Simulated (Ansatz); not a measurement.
The compound is WS₂ (space group P-3m1, No. 164), taken as the end point of a relaxation with DFT, PBE, PAW with Ansatz's default frozen-core files, scalar-relativistic in Ansatz; the starting structure was generated, so it need not be a known form of this composition.

```
W S
1.0
     3.21100    0.00000    0.00000
    -1.60550    2.78081    0.00000
     0.00000    0.00000    7.07082
W S
1 2
Direct
  0.00000 0.00000 0.00000
  0.33333 0.66667 0.22301
  0.66667 0.33333 0.77699
```

Describe how the polyhedra about W are linked (bonds: S–W below 2.7 Å).

W: WS6 octahedron, sharing edges with six neighbours.

They form layers of edge-sharing octahedra parallel to (001).

Centre to centre across a shared edge: 3.21 Å.

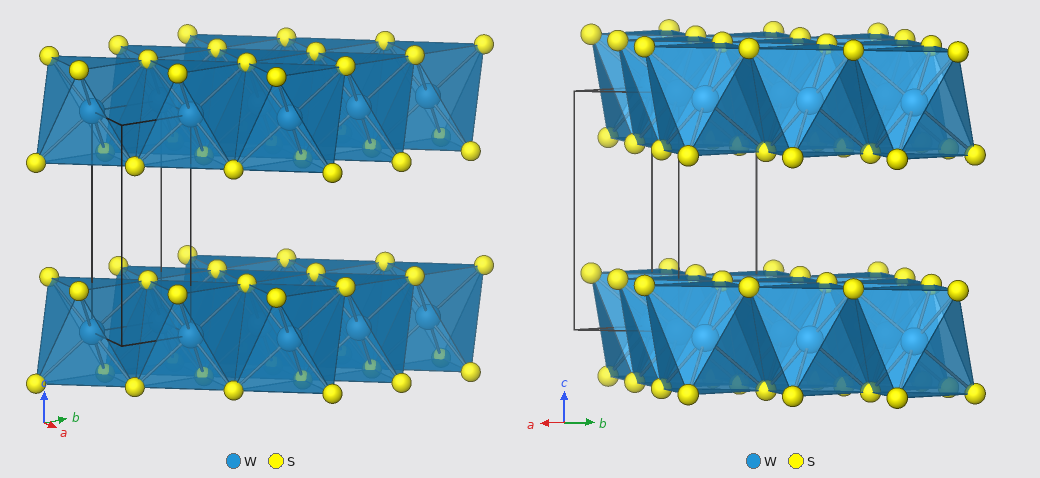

Polyhedra are drawn about W (bonds: S–W below 2.7 Å); other atoms are plain spheres. Two views of the same piece.
